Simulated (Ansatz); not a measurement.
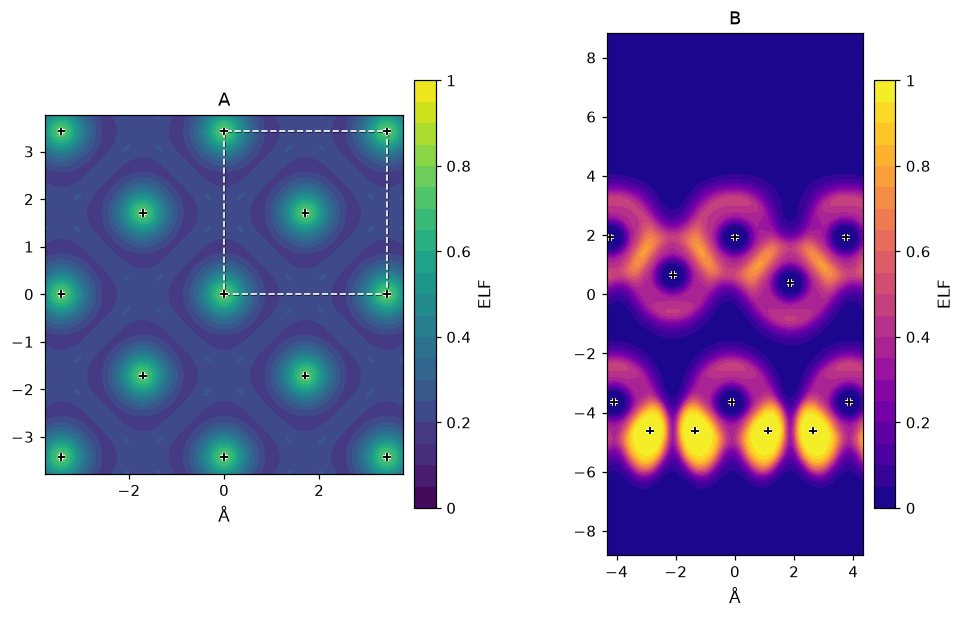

The electron localisation function of 2 systems, each on a plane through atoms (crosses mark nuclei in the plane).

Level of theory: Ansatz, DFT LDA, scalar-relativistic, plane waves, PAW.

System 1: Ni, the (010) plane of the conventional cell. Space group Fm-3m; spin-polarised.

```xyz
4
Lattice="3.4224 0.0000 0.0000 0.0000 3.4224 0.0000 0.0000 0.0000 3.4224" Properties=species:S:1:pos:R:3 pbc="T T T"
Ni    0.0000    0.0000    0.0000
Ni    1.7112    1.7112    0.0000
Ni    1.7112    0.0000    1.7112
Ni    0.0000    1.7112    1.7112
```

System 2: Ge2H (slab), the (100) plane of the calculation cell, a cut from vacuum to vacuum. Not relaxed (largest force 0.6 eV/Å).

```cif
data_structure
_symmetry_space_group_name_H-M 'P 1'
_symmetry_Int_Tables_number 1
_cell_length_a 7.9504
_cell_length_b 7.9504
_cell_length_c 24.2077
_cell_angle_alpha 90.000
_cell_angle_beta 90.000
_cell_angle_gamma 90.000
_cell_volume 1530.15
loop_
_atom_site_label
_atom_site_type_symbol
_atom_site_fract_x
_atom_site_fract_y
_atom_site_fract_z
_atom_site_occupancy
Ge1 Ge 0.00000 0.09454 0.63086 1
Ge2 Ge 0.00000 0.40546 0.63086 1
Ge3 Ge 0.50000 0.09454 0.63086 1
Ge4 Ge 0.50000 0.40546 0.63086 1
Ge5 Ge 0.25000 0.01463 0.57958 1
Ge6 Ge 0.25000 0.48537 0.57958 1
Ge7 Ge 0.75000 0.01463 0.57958 1
Ge8 Ge 0.75000 0.48537 0.57958 1
Ge9 Ge 0.25000 0.25000 0.51587 1
Ge10 Ge 0.25000 0.75000 0.52685 1
Ge11 Ge 0.75000 0.25000 0.51587 1
Ge12 Ge 0.75000 0.75000 0.52685 1
Ge13 Ge 0.00000 0.25000 0.46021 1
Ge14 Ge 0.00000 0.75000 0.46712 1
Ge15 Ge 0.50000 0.25000 0.46021 1
Ge16 Ge 0.50000 0.75000 0.46712 1
Ge17 Ge 0.00000 0.99618 0.40588 1
Ge18 Ge 0.00000 0.50382 0.40588 1
Ge19 Ge 0.50000 0.99618 0.40588 1
Ge20 Ge 0.50000 0.50382 0.40588 1
Ge21 Ge 0.25000 0.00000 0.34949 1
Ge22 Ge 0.25000 0.50000 0.34949 1
Ge23 Ge 0.75000 0.00000 0.34949 1
Ge24 Ge 0.75000 0.50000 0.34949 1
H1 H 0.25000 0.15462 0.30982 1
H2 H 0.25000 0.84538 0.30982 1
H3 H 0.25000 0.65462 0.30982 1
H4 H 0.25000 0.34538 0.30982 1
H5 H 0.75000 0.15462 0.30982 1
H6 H 0.75000 0.84538 0.30982 1
H7 H 0.75000 0.65462 0.30982 1
H8 H 0.75000 0.34538 0.30982 1
H9 H 0.00000 0.02842 0.69085 1
H10 H 0.00000 0.47158 0.69085 1
H11 H 0.50000 0.02842 0.69085 1
H12 H 0.50000 0.47158 0.69085 1
```

Question: Which map belongs to which system?

Answer: Panel A is system 1, Ni: the plane holds Ni. Ni–Ni (2.42 Å): the ELF is about 0.25 at the midpoint: no shared electron pair shows on this line. Panel B is system 2, Ge2H: the plane holds Ge and H. Ge–H (1.56 Å): the ELF climbs to about 1 towards the hydrogen.
